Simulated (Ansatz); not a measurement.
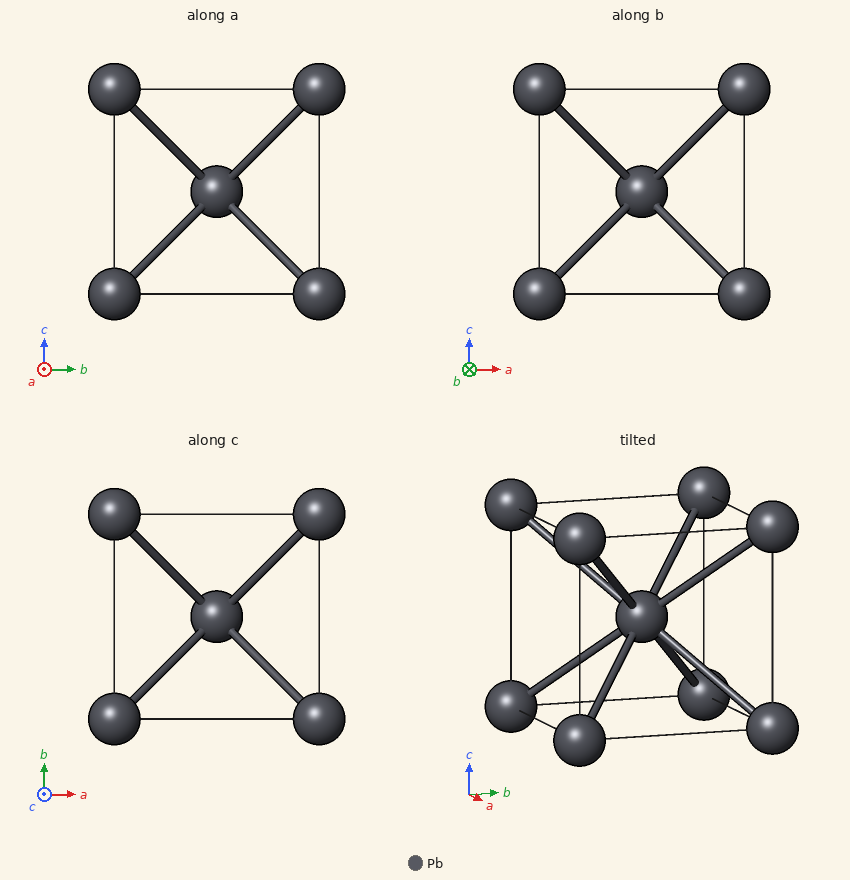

Ball-and-stick model, viewed along the a axis, along the b axis, along the c axis and slightly off an axis. The frame is the conventional unit cell; atoms at its boundary are shown with their periodic copies.

Lattice parameters: a = 3.9483 Å, b = 3.9483 Å, c = 3.9483 Å, α = 90.000°, β = 90.000°, γ = 90.000°.

Set out the cell and atoms as a CIF in P1 with every atom of the cell.

Answer.
```cif
data_structure
_symmetry_space_group_name_H-M 'P 1'
_symmetry_Int_Tables_number 1
_cell_length_a 3.9483
_cell_length_b 3.9483
_cell_length_c 3.9483
_cell_angle_alpha 90.000
_cell_angle_beta 90.000
_cell_angle_gamma 90.000
_cell_volume 61.55
loop_
_atom_site_label
_atom_site_type_symbol
_atom_site_fract_x
_atom_site_fract_y
_atom_site_fract_z
_atom_site_occupancy
Pb1 Pb 0.0000 0.0000 0.0000 1
Pb2 Pb 0.5000 0.5000 0.5000 1
```

The cell started as a structure type filled with this element by a generator (whether the element takes this form wasn't checked). The cell was then strained or its atoms displaced on purpose. It was run through Ansatz as a DFT input.
